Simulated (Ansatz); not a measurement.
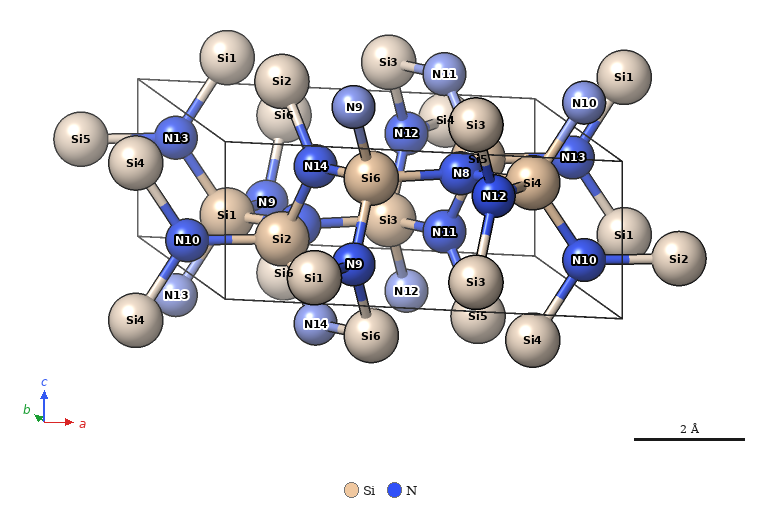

**Figure 1.** The structure as given in the input (ball-and-stick view of the cell of the calculation, seen slightly off an axis; neighbours outside the cell are drawn fainter; atoms are numbered from 1 in the order of the input). Near neighbours in the crystal (not all of them lie inside the picture): Si has 4 N at 1.73 to 1.74 Å; N has 3 Si at 1.73 to 1.74 Å.

**What a change does: single-point calculation on Si$_{6}$N$_{8}$**

System: Si$_{6}$N$_{8}$ (14 atoms in the cell).
Method of run 1: DFT, r2SCAN, PAW, plane waves (Ansatz 0.2.0).

The structure was built on a prototype by a generator. Text and figures count atoms from 1; the logs count them from 0 in places.

Input file, run 1:
```yaml
crystal:
  lattice:
    - [7.624715, 0.000000, 0.000000]
    - [-3.812357, 6.603197, 0.000000]
    - [0.000000, 0.000000, 2.910433]
  atoms:
    - { symbol: Si, position: [0.173947, 0.767568, 0.250000] }
    - { symbol: Si, position: [0.232432, 0.406380, 0.250000] }
    - { symbol: Si, position: [0.593620, 0.826053, 0.250000] }
    - { symbol: Si, position: [0.826053, 0.232432, 0.750000] }
    - { symbol: Si, position: [0.767568, 0.593620, 0.750000] }
    - { symbol: Si, position: [0.406380, 0.173947, 0.750000] }
    - { symbol: N, position: [0.333333, 0.666667, 0.250000] }
    - { symbol: N, position: [0.666667, 0.333333, 0.750000] }
    - { symbol: N, position: [0.330000, 0.029618, 0.250000] }
    - { symbol: N, position: [0.970382, 0.300382, 0.250000] }
    - { symbol: N, position: [0.699618, 0.670000, 0.250000] }
    - { symbol: N, position: [0.670000, 0.970382, 0.750000] }
    - { symbol: N, position: [0.029618, 0.699618, 0.750000] }
    - { symbol: N, position: [0.300382, 0.330000, 0.750000] }
kpoints:
  mp_grid: { grid: [4, 4, 8] }
  band_path: { path: [VBM, CBM], npoints: 2 }
hamiltonian:
  xc: r2scan
scf:
  occupations: { method: fermi_dirac, width: 0.01 }
output:
  forces: true
  eigenvalues: true
  populations: true
  write_density: true
  write_potential: true
  elf: true
  volumetric_format: npy
```

Launched with:
```bash
ansatz run in.yaml --threads 8 --pin off --max-ram 17100MiB --runs-dir r --events-out ev --progress --plain
```

Hardware: 8 threads of Arm Neoverse-V2, 18 GiB of memory available, shared host.

Output, shortened to warnings, some set-up lines, iterations and results (run 1):
```
Basis set: ecut = 500 eV, 3731 PW (Γ), exchange–correlation on 240×240×96 points (64 copies of the dense FFT grid, shifted against one another)
Symmetry: 12 space group operations
k-points: 20 of 128
Initial density: superposition of atomic densities (neutral atoms: chi_scale 0, normalization atom), corrected by the library's trained network
[...]
SCF iter   1: F=—  HF=-6930.440096 eV  |F-HF|=—  |Δ(HF+E_count)|=         —  Δρ=7.80e-3  dr2=8.37e-2  dr2_τ=1.58e0  ethr=1.77e-3  ⟨swp⟩=7.0  Hψ=4685  notcnv=0  defer=19
SCF iter   2: F=—  HF=-6930.846489 eV  |F-HF|=—  |Δ(HF+E_count)|=   4.06e-1  Δρ=5.59e-3  dr2=3.22e-2  dr2_τ=8.26e-4  ethr=1.31e-4  ⟨swp⟩=3.0  Hψ=1948  notcnv=0  defer=166
SCF iter   3: F=—  HF=-6930.842456 eV  |F-HF|=—  |Δ(HF+E_count)|=   4.03e-3  Δρ=7.95e-4  dr2=5.79e-4  dr2_τ=1.56e-4  ethr=5.03e-5  ⟨swp⟩=2.0  Hψ=1358  notcnv=0  defer=166
SCF iter   4: F=—  HF=-6930.842707 eV  |F-HF|=—  |Δ(HF+E_count)|=   2.51e-4  Δρ=1.97e-4  dr2=4.57e-5  dr2_τ=5.73e-6  ethr=9.04e-7  ⟨swp⟩=2.0  Hψ=1508  notcnv=0  defer=166
SCF iter   5: F=—  HF=-6930.842580 eV  |F-HF|=—  |Δ(HF+E_count)|=   1.26e-4  Δρ=8.53e-5  dr2=9.08e-6  dr2_τ=1.60e-6  ethr=7.14e-8  ⟨swp⟩=2.0  Hψ=1378  notcnv=0  defer=166
SCF iter   6: F=—  HF=-6930.842580 eV  |F-HF|=—  |Δ(HF+E_count)|=   1.24e-8  Δρ=2.20e-5  dr2=7.16e-7  dr2_τ=3.76e-8  ethr=1.42e-8  ⟨swp⟩=2.0  Hψ=1305  notcnv=0  defer=166
SCF iter   7: F=-6930.842580 eV  HF=-6930.842580 eV  |F-HF|=3.13e-9  |Δ(HF+E_count)|=   1.47e-7  Δρ=7.04e-6  dr2=7.86e-8  dr2_τ=3.76e-9  ethr=1.56e-10  ⟨swp⟩=18.2  Hψ=7644  …
SCF 1 converged in 7 iterations: F = -6930.842580 eV  dr2 = 7.86e-8
NSCF: frozen V_eff on 32 k-points
NSCF: frozen V_eff on 32 k-points
NSCF: frozen V_eff on 32 k-points
NSCF: frozen V_eff on 32 k-points
NSCF: frozen V_eff on 17 k-points
NSCF: frozen V_eff on 20 k-points
NSCF: frozen V_eff on 13 k-points
NSCF: frozen V_eff on 9 k-points
NSCF: frozen V_eff on 8 k-points
NSCF: frozen V_eff on 3 k-points
NSCF: frozen V_eff on 3 k-points
SCF converged after 7 iterations
Free energy (F): -6930.842580 eV
Harris-Foulkes:  -6930.842580 eV  (|F-HF|=3.13e-9)
Internal energy: -6930.842580 eV  (E = F + TS)
E sigma→0 (E₀):  -6930.842580 eV
Fermi energy:    10.450520 eV
--- Per-component energies (eV) ---
  E_band       = 24.959045
  E_kinetic    = 1357.402831
  E_local      = -2156.944023  (includes V_loc(G=0)·N_el)
  E_nonlocal   = 498.352245
  E_hartree    = 726.525044
  E_xc         = -803.609638
  E_vxc        = -1002.352803  (∫ρ·V_xc dr)
  E_paw        = -4152.922990  (= ΣΔE_a)
  E_vpaw       = -178.535321  (= ΣTr[D̂ρ^β])
  E_aug_tail   = 0.000172  (compensation charges beyond the density's cutoff)
  E_vtau       = 53.990393  (kinetic-family band-sum trace: ∫τ·v_τ [+ j·A + Jᵃ·Aᵃ] dr)
  E_ewald      = -2398.951106
  E_core_change = -0.695115  (= ΣΔE_core)
  E_smearing   = -0.000000  (= −TS)
  E_closure    = -0.000000  (closes the sum)
  Σ components = -6930.842580   (vs F -6930.842580, Δ=0.00e0)
--- Forces (eV/Å), atoms counted from 1 ---
  atom   1  Si    -0.00945773     0.06779437    -0.00000000
  atom   2  Si    -0.05398278    -0.04208783    -0.00000000
  atom   3  Si     0.06344052    -0.02570655     0.00000000
  atom   4  Si     0.00945773    -0.06779437     0.00000000
  atom   5  Si     0.05398278     0.04208783     0.00000000
  atom   6  Si    -0.06344052     0.02570655    -0.00000000
  atom   7  N      0.00000000     0.00000000    -0.00000000
  atom   8  N     -0.00000000    -0.00000000     0.00000000
  atom   9  N     -0.01206252     0.04415636     0.00000000
  atom  10  N     -0.03220927    -0.03252463    -0.00000000
  atom  11  N      0.04427178    -0.01163173     0.00000000
  atom  12  N      0.01206252    -0.04415636    -0.00000000
  atom  13  N      0.03220927     0.03252463     0.00000000
  atom  14  N     -0.04427178     0.01163173    -0.00000000
  max |Σ_I F_I| component: 8.67e-18 eV/Å
--- Löwdin populations: 14 sites ---
  site symbol       q [e]
     0     Si      2.4945
     1     Si      2.4945
     2     Si      2.4945
     3     Si      2.4945
     4     Si      2.4945
     5     Si      2.4945
     6      N      6.0206
     7      N      6.0206
     8      N      6.0110
     9      N      6.0110
    10      N      6.0110
    11      N      6.0110
    12      N      6.0110
    13      N      6.0110
  spilling = 0.014463 (of n_electrons = 64.000000)
```

Run 2 used a changed input.

The two runs side by side:

| quantity | run 1 | run 2 |
| --- | --- | --- |
| outcome | converged | converged |
| free energy per atom (eV) | −495.0602 | −483.8431 |
| largest force (eV/Å) | 0.068 | 0.001 |
| SCF iterations | 7 | 7 |
| irreducible k-points | 20 | 20 |
| plane waves at Γ | 3731 | 2859 |
| pressure (GPa) | – | 0.00 |
| wall time (shared host) | 15 s | 6.9 s |

What was changed in the input?

The change (lines with − go, lines with + come):
```diff
-  xc: r2scan
+  xc: pbesol
+  stress: true
```

The total energies belong to different methods, so their difference says nothing on which is more stable or more accurate. The largest force goes from 0.068 to 0.001 eV/Å. The functional changes from r2SCAN to PBEsol. The number of SCF iterations is the same. The default cutoff goes from 500 to 420 eV with the change. The plane waves at Γ go from 3731 to 2859. On the same kind of shared host run 2 took about 0.46 times as long.

Output, shortened to warnings, some set-up lines, iterations and results (run 2):
```
Basis set: ecut = 420 eV, 2859 PW (Γ), exchange–correlation on 108×108×40 points (8 copies of the dense FFT grid, shifted against one another)
Symmetry: 12 space group operations
k-points: 20 of 128
Initial density: superposition of atomic densities (neutral atoms: chi_scale 0, normalization atom), corrected by the library's trained network
[...]
SCF iter   1: F=—  HF=-6773.841963 eV  |F-HF|=—  |Δ(HF+E_count)|=         —  Δρ=9.79e-3  dr2=1.34e-1  ethr=1.77e-3  ⟨swp⟩=7.2  Hψ=4699  notcnv=0  defer=21
SCF iter   2: F=—  HF=-6773.802959 eV  |F-HF|=—  |Δ(HF+E_count)|=   3.90e-2  Δρ=1.77e-3  dr2=3.84e-3  ethr=2.09e-4  ⟨swp⟩=2.0  Hψ=1646  notcnv=0  defer=162
SCF iter   3: F=—  HF=-6773.802818 eV  |F-HF|=—  |Δ(HF+E_count)|=   1.42e-4  Δρ=8.77e-4  dr2=7.86e-4  ethr=6.00e-6  ⟨swp⟩=2.6  Hψ=1443  notcnv=0  defer=162
SCF iter   4: F=—  HF=-6773.802904 eV  |F-HF|=—  |Δ(HF+E_count)|=   8.63e-5  Δρ=1.03e-4  dr2=1.26e-5  ethr=1.23e-6  ⟨swp⟩=2.8  Hψ=1461  notcnv=0  defer=162
SCF iter   5: F=—  HF=-6773.803037 eV  |F-HF|=—  |Δ(HF+E_count)|=   1.33e-4  Δρ=5.65e-5  dr2=4.19e-6  ethr=1.97e-8  ⟨swp⟩=2.0  Hψ=1364  notcnv=0  defer=162
SCF iter   6: F=—  HF=-6773.803037 eV  |F-HF|=—  |Δ(HF+E_count)|=   1.66e-7  Δρ=8.19e-6  dr2=1.12e-7  ethr=6.54e-9  ⟨swp⟩=2.0  Hψ=1316  notcnv=0  defer=162
SCF iter   7: F=-6773.803038 eV  HF=-6773.803038 eV  |F-HF|=2.89e-8  |Δ(HF+E_count)|=   1.46e-7  Δρ=2.30e-6  dr2=1.43e-8  ethr=1.56e-10  ⟨swp⟩=18.2  Hψ=7042  notcnv=0
SCF 1 converged in 7 iterations: F = -6773.803038 eV  dr2 = 1.43e-8
NSCF: frozen V_eff on 32 k-points
NSCF: frozen V_eff on 32 k-points
NSCF: frozen V_eff on 32 k-points
NSCF: frozen V_eff on 32 k-points
NSCF: frozen V_eff on 12 k-points
NSCF: frozen V_eff on 26 k-points
NSCF: frozen V_eff on 8 k-points
NSCF: frozen V_eff on 13 k-points
NSCF: frozen V_eff on 9 k-points
NSCF: frozen V_eff on 3 k-points
NSCF: frozen V_eff on 3 k-points
SCF converged after 7 iterations
Free energy (F): -6773.803038 eV
Harris-Foulkes:  -6773.803038 eV  (|F-HF|=2.89e-8)
Internal energy: -6773.803038 eV  (E = F + TS)
E sigma→0 (E₀):  -6773.803038 eV
Fermi energy:    10.213099 eV
--- Per-component energies (eV) ---
  E_band       = 53.586440
  E_kinetic    = 1346.534426
  E_local      = -2149.838361  (includes V_loc(G=0)·N_el)
  E_nonlocal   = 511.619906
  E_hartree    = 713.964654
  E_xc         = -818.390560
  E_vxc        = -907.955564  (∫ρ·V_xc dr)
  E_paw        = -3979.156960  (= ΣΔE_a)
  E_vpaw       = -174.705737  (= ΣTr[D̂ρ^β])
  E_aug_tail   = 0.000809  (compensation charges beyond the density's cutoff)
  E_ewald      = -2398.951106
  E_core_change = 0.414155  (= ΣΔE_core)
  E_smearing   = -0.000000  (= −TS)
  E_closure    = 0.000000  (closes the sum)
  Σ components = -6773.803038   (vs F -6773.803038, Δ=0.00e0)
--- Forces (eV/Å), atoms counted from 1 ---
  atom   1  Si    -0.00105346     0.00011471    -0.00000000
  atom   2  Si     0.00042739    -0.00096968    -0.00000000
  atom   3  Si     0.00062608     0.00085497     0.00000000
  atom   4  Si     0.00105346    -0.00011471     0.00000000
  atom   5  Si    -0.00042739     0.00096968     0.00000000
  atom   6  Si    -0.00062608    -0.00085497    -0.00000000
  atom   7  N      0.00000000     0.00000000    -0.00000000
  atom   8  N     -0.00000000    -0.00000000     0.00000000
  atom   9  N     -0.00006206     0.00074084     0.00000000
  atom  10  N     -0.00061056    -0.00042417    -0.00000000
  atom  11  N      0.00067262    -0.00031668     0.00000000
  atom  12  N      0.00006206    -0.00074084    -0.00000000
  atom  13  N      0.00061056     0.00042417     0.00000000
  atom  14  N     -0.00067262     0.00031668    -0.00000000
  max |Σ_I F_I| component: 4.07e-18 eV/Å
--- Stress (GPa, compression-positive) ---
        0.000824      -0.000000       0.000000
        0.000000       0.000824       0.000000
        0.000000       0.000000      -0.007325
  P = ⅓ Tr σ = -0.0019 GPa (-0.019 kbar)
--- Löwdin populations: 14 sites ---
  site symbol       q [e]
     0     Si      2.5803
     1     Si      2.5803
     2     Si      2.5803
     3     Si      2.5803
     4     Si      2.5803
     5     Si      2.5803
     6      N      5.9577
     7      N      5.9577
     8      N      5.9481
     9      N      5.9481
    10      N      5.9481
[...]
```

For both runs: Warnings: the structure was made exactly symmetric.
